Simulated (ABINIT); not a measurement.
# Berry calculation, with input and output: WS₂

The run: berry calculation of WS₂ (R3m, 3 atoms in the cell). Method and program: Kohn-Sham DFT of a periodic cell, LDA, PseudoDojo NC SR LDA v0.4.1 standard (ABINIT 10.8.3).

The structure derives from an entry of the Crystallography Open Database. The run did not end well.

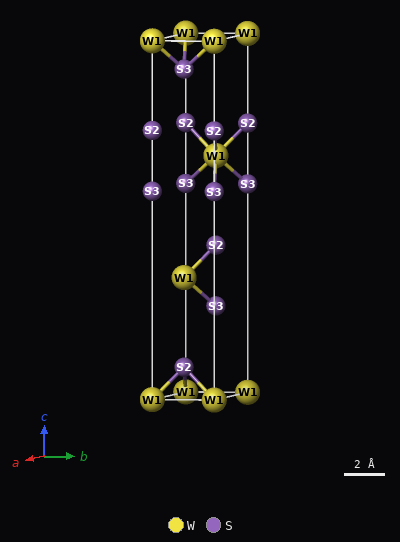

The structure as given in the input (ball-and-stick view of the cell 3 times as large as that of the calculation, set on its symmetry axes, seen at an oblique angle; atoms are numbered from 1 in the order of the input). An atom can appear more than once, as a periodic image.

**Input**
```
# Pseudopotentials
pp_dirpath "./"
pseudos "W.upf, S.upf"

# Structure
acell 6.4273593532 6.4273593532 6.4273593518 Angstrom
rprim
     0.2456685683     0.1418368135     0.9589208898
    -0.2456685683     0.1418368135     0.9589208898
     0.0000000000    -0.2836736271     0.9589208900
ntypat 2
znucl 74 16
natom 3
typat 1 2 2
xred
            0.0            0.0            0.0
   0.7503000000   0.7503000000   0.7503000000
   0.5810000000   0.5810000000   0.5810000000

# Plane-wave basis
ecut 35.0

# k points
kptopt 3
ngkpt 8 8 8
nshiftk 1
shiftk 0.0 0.0 0.0
istwfk *1

# Exchange and correlation
ixc 7

# Bands and occupations
nband 13
occopt 1

# SCF cycle
nstep 80
diemac 6.0
tolvrs 1.0e-13

# Output
iomode 3
prteig 0
prtebands 0
prtwf 0
prtden 0

# Berry phase
berryopt -1
rfdir 1 1 1
```

Hardware: 1 thread of Intel Xeon @ 2.50GHz (Skylake/Cascade Lake), 16 GiB of memory available, shared host.

Command:
```bash
abinit run.abi > log 2>&1
```

**Log**
```
.Version 10.8.3 of ABINIT
 Symmetries : space group R3 m (#160); Bravais hR (rhombohedral)
================================================================================
 Values of the parameters that define the memory need of the present run
     intxc =       0    ionmov =       0      iscf =       7    lmnmax =       8
     lnmax =       8     mgfft =      72  mpssoang =       4    mqgrid =    3001
     natom =       3  nloc_mem =       1    nspden =       1   nspinor =       1
    nsppol =       1      nsym =       6    n1xccc =    2501    ntypat =       2
    occopt =       1   xclevel =       1
       mpw =        3580          nfft =      373248          nkpt =         512
================================================================================
================================================================================

--------------------------------------------------------------------------------
------------- Echo of variables that govern the present computation ------------
--------------------------------------------------------------------------------
 -outvars: echo values of preprocessed input variables --------
            acell      1.2145948890E+01  1.2145948890E+01  1.2145948888E+01 Bohr
              amu      1.83850000E+02  3.20660000E+01
         berryopt          -1
           diemac      6.00000000E+00
             ecut      3.50000000E+01 Hartree
                       outvar_i_n : Printing only first  50 k-points.
              ixc           7
                       outvar_i_n : Printing only first  50 k-points.
           kptopt           3
         kptrlatt        8    0    0      0    8    0      0    0    8
          kptrlen      4.77420459E+01
            natom           3
            nband          13
            ngfft          72      72      72
             nkpt         512
            nstep          80
             nsym           6
           ntypat           2
           prtden           0
        prtebands           0
           prteig           0
            prtwf           0
            rprim      2.4566856830E-01  1.4183681350E-01  9.5892088980E-01
                      -2.4566856830E-01  1.4183681350E-01  9.5892088980E-01
                       0.0000000000E+00 -2.8367362710E-01  9.5892089000E-01
          spgroup         160
           tolvrs      1.00000000E-13
            typat      1  2  2
                       outvars : Printing only first  50 k-points.
           xangst      0.0000000000E+00  0.0000000000E+00  0.0000000000E+00
                      -9.5810391027E-17 -1.8426819302E-10  1.3873037584E+01
                      -3.6569063314E-17 -1.4268954864E-10  1.0742682708E+01
            xcart      0.0000000000E+00  0.0000000000E+00  0.0000000000E+00
                      -1.8105539906E-16 -3.4821641852E-10  2.6216241568E+01
                      -6.9105514344E-17 -2.6964416796E-10  2.0300728177E+01
             xred      0.0000000000E+00  0.0000000000E+00  0.0000000000E+00
                       7.5030000000E-01  7.5030000000E-01  7.5030000000E-01
                       5.8100000000E-01  5.8100000000E-01  5.8100000000E-01
            znucl       74.00000   16.00000

================================================================================

 chkinp: Checking input parameters for consistency.

================================================================================
== DATASET  1 ==================================================================

--- !DatasetInfo
iteration_state: {dtset: 1, }
dimensions: {natom: 3, nkpt: 512, mband: 13, nsppol: 1, nspinor: 1, nspden: 1, mpw: 3580, }
cutoff_energies: {ecut:  35.0, pawecutdg:  -1.0, }
electrons: {nelect:   2.60000000E+01, charge:   0.00000000E+00, occopt:   1.00000000E+00, tsmear:   1.00000000E-02, }
meta: {optdriver: 0, ionmov: 0, optcell: 0, iscf: 7, paral_kgb: 0, }
...

 Exchange-correlation functional for the present dataset will be:
  LDA: Perdew-Wang 92 LSD fit to Ceperley-Alder data - ixc=7
  J.P.Perdew and Y.Wang, PRB 45, 13244 (1992)

 Real(R)+Recip(G) space primitive vectors, cartesian coordinates (Bohr,Bohr^-1):
 R(1)=  2.9838779  1.7227427 11.6470041  G(1)=  0.1675672  0.0967450  0.0286197
 R(2)= -2.9838779  1.7227427 11.6470041  G(2)= -0.1675672  0.0967450  0.0286197
 R(3)=  0.0000000 -3.4454854 11.6470041  G(3)=  0.0000000 -0.1934899  0.0286197
 Unit cell volume ucvol=  3.5922532E+02 bohr^3
 Angles (23,13,12)=  2.84426949E+01  2.84426949E+01  2.84426949E+01 degrees

 getcut: wavevector=  0.0000  0.0000  0.0000  ngfft=  72  72  72
         ecut(hartree)=     35.000   => boxcut(ratio)=   2.22650

 getcut : COMMENT -
  Note that boxcut > 2.2 ; recall that boxcut=Gcut(box)/Gcut(sphere) = 2
  is sufficient for exact treatment of convolution.
  Such a large boxcut is a waste : you could raise ecut
  e.g. ecut=   43.376244 Hartrees makes boxcut=2

--- Pseudopotential description ------------------------------------------------
- pspini: atom type   1  psp file is ./W.upf
  74.00000  14.00000  180309                  znucl, zion, pspdat
12 -1012 3 -1 1380                            pspcod,pspxc,lmax,lloc,mmax
     nproj     2     2     2     2

- pspini: atom type   2  psp file is ./S.upf
  16.00000   6.00000  180309                  znucl, zion, pspdat
12 -1012 2 -1 1132                            pspcod,pspxc,lmax,lloc,mmax
     nproj     2     2     2     0

   7.42794390E+02                                ecore*ucvol(ha*bohr**3)
--------------------------------------------------------------------------------

  initberry: for direction 1, nkstr =   8, nstr =     64
  initberry: for direction 2, nkstr =   8, nstr =     64
  initberry: for direction 3, nkstr =   8, nstr =     64

================================================================================

--- !BeginCycle
iteration_state: {dtset: 1, }
solver: {iscf: 7, nstep: 80, nline: 4, wfoptalg: 0, }
tolerances: {tolvrs: 1.00E-13, }
...

     iter   Etot(hartree)      deltaE(h)  residm     vres2
 ETOT  1  -98.005260859410    -9.801E+01 9.695E-02 7.971E+02
 ETOT  2  -97.955328477457     4.993E-02 2.950E-02 1.082E+04
 ETOT  3  -98.133598210370    -1.783E-01 5.326E-03 3.842E+02
 ETOT  4  -98.141947010893    -8.349E-03 3.885E-04 4.672E+01
```

**What the run reported**

| quantity | value |
| --- | --- |
| outcome | stopped at the time limit |
| space group (tolerance 0.01 Å) | R3m (160) |
| wall time | 34 min |
| peak memory | 0.59 GiB |

**Diagnosis**

The run was cut off by its time limit, so the output is incomplete. Further notes kept with the run: For k-point number: 1,.
